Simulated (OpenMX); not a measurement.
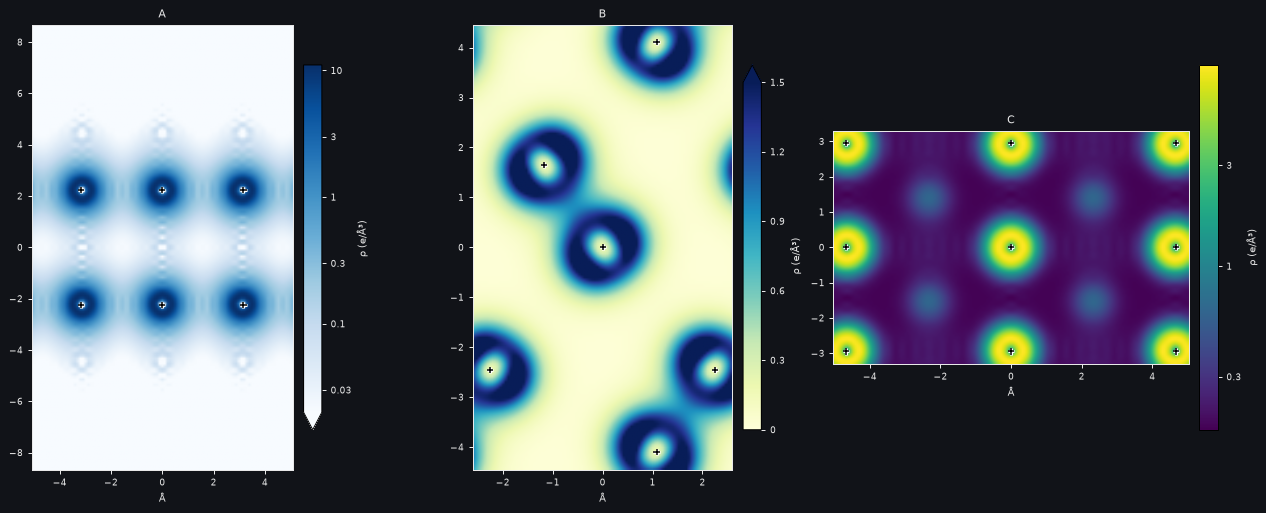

The valence pseudo-density of 3 systems, each on a plane through atoms (crosses mark nuclei in the plane).

Level of theory: Kohn-Sham DFT of a periodic cell, PBE, OpenMX 2013 PBE set (OpenMX).

System 1: Ti, the (110) plane of the conventional cell. Space group Cmcm; changed on purpose from its base cell (atoms moved at random by about 0.05 A); computed pressure about −2 GPa in this cell.

System 2: Cl, the (100) plane of the conventional cell. Space group Cmce; not relaxed (largest force 1.7 eV/Å); computed pressure about 3 GPa in this cell.

```yaml
crystal:
  lattice:
    - [6.29000, 0.00000, 0.00000]
    - [0.00000, 4.50000, 0.00000]
    - [0.00000, 0.00000, 8.21000]
  atoms:
    - { symbol: Cl, position: [0.00000, 0.63000, 0.40000] }
    - { symbol: Cl, position: [0.50000, 0.13000, 0.40000] }
    - { symbol: Cl, position: [0.00000, 0.87000, 0.90000] }
    - { symbol: Cl, position: [0.50000, 0.37000, 0.90000] }
    - { symbol: Cl, position: [0.00000, 0.37000, 0.60000] }
    - { symbol: Cl, position: [0.50000, 0.87000, 0.60000] }
    - { symbol: Cl, position: [0.00000, 0.13000, 0.10000] }
    - { symbol: Cl, position: [0.50000, 0.63000, 0.10000] }
```

System 3: Sb (slab), the (010) plane of the calculation cell, a cut from vacuum to vacuum. Not relaxed (largest force 0.7 eV/Å).

```
CELL_PARAMETERS angstrom
3.16000 0.00000 0.00000
0.00000 4.46891 0.00000
0.00000 0.00000 23.93783
ATOMIC_POSITIONS crystal
Sb 0.00000 0.50000 0.31331
Sb 0.00000 0.00000 0.40666
Sb 0.00000 0.50000 0.50000
Sb 0.00000 0.00000 0.59334
Sb 0.00000 0.50000 0.68669
```

Match each panel to its system.

Answer. Panel A is system 3, Sb: the plane holds Sb. Sb–Sb (3.16 Å): ρ is about 0.27 e/Å³ halfway. Panel B is system 2, Cl: the plane holds Cl. Cl–Cl (2.02 Å): the density is about 0.95 e/Å³ at the midpoint. Panel C is system 1, Ti: the plane holds Ti. Ti–Ti (2.95 Å): ρ at the midpoint is about 0.17 e/Å³.
